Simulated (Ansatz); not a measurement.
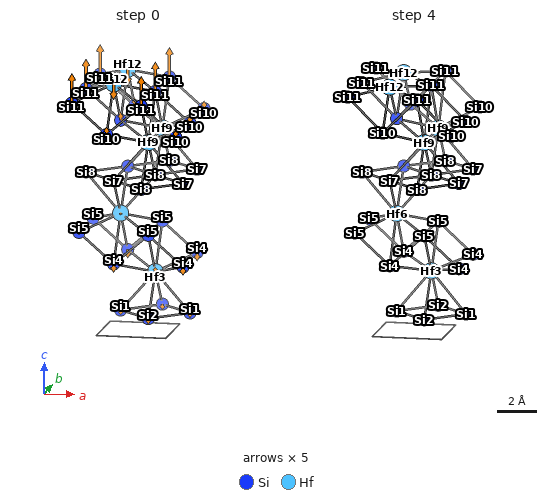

The structure of a slab of composition HfSi₂ (cut from the Cmcm phase) before (left) and after (right) a relaxation, at one scale. The orange arrows give the displacements, magnified 5 times.

Style: ball-and-stick. Shown: the cell of the calculation, outlined in the plane, without the vacuum, slightly off an axis.

Case: (0 1 0) slab, atoms relaxed. The slab is the (0 1 0) face of HfSi2.

These are results of Ansatz, DFT PBEsol, scalar-relativistic, plane waves, PAW, not measurements.

Input
```yaml
crystal:
  lattice:
    - [3.6361020419, 0.0, 0.0]
    - [0.0, 3.6500013671, 0.0]
    - [0.0, 0.0, 27.263767994]
  atoms:
    - { symbol: Si, position: [0.25, 0.5, 0.2750903691] }
    - { symbol: Si, position: [0.75, 0.0, 0.2753213379] }
    - { symbol: Hf, position: [0.75, 0.5, 0.3516582211] }
    - { symbol: Si, position: [0.25, 0.0, 0.3777103505] }
    - { symbol: Si, position: [0.75, 0.0, 0.435779429] }
    - { symbol: Hf, position: [0.25, 0.5, 0.4618315584] }
    - { symbol: Si, position: [0.25, 0.0, 0.5381684416] }
    - { symbol: Si, position: [0.75, 0.5, 0.5383994104] }
    - { symbol: Hf, position: [0.75, 0.0, 0.6147362936] }
    - { symbol: Si, position: [0.25, 0.5, 0.640788423] }
    - { symbol: Si, position: [0.75, 0.5, 0.6988575015] }
    - { symbol: Hf, position: [0.25, 0.0, 0.7249096309] }
basis:
  ecutwfc: 420
kpoints:
  mp_grid: { grid: [10, 10, 1] }
hamiltonian:
  xc: pbesol
scf:
  occupations: { method: gaussian, width: 0.1 }
output:
  forces: true
  eigenvalues: true
  write_density: true
  write_potential: true
  elf: true
  volumetric_format: npy
relax:
  adjacent_minimum: "off"
  f_tol: 0.02
  max_steps: 60
efield:
  axis: 3
  dipole_correction: true
  ramp_width: 0.04
```

Launched with:
```bash
ansatz run input.yaml --threads 1 --pin off --max-ram 2560MiB --backend cpu --events-out ev --progress --plain --runs-dir out
```

Q: What changed between the two?

A: The run was cut off at its time limit before the relaxation converged, so the last structure is only a point on the way. After 4 geometry steps the energy has fallen by 0.283 eV per cell of the calculation. Largest force component: 1.2 eV/Å at the start, 0.13 eV/Å at the end. Si11 moves most relative to the layer's centre: 0.32 Å along the normal (+c). Largest moves by element: Si 0.32 Å, Hf 0.18 Å. The cell stays as it was. Near-neighbour distances that change, for instance: Hf9–Si11 2.931 → 3.192 Å, Si10–Hf12 2.931 → 2.732 Å, Si10–Si11 2.411 → 2.569 Å, Hf9–Hf12 3.511 → 3.370 Å. Bond angles that change, for instance: Si11–Hf12–Si11 149.2° → 170.3°, Si10–Hf12–Si11 102.5° → 114.1°, Si10–Hf12–Si10 77.0° → 83.8°.
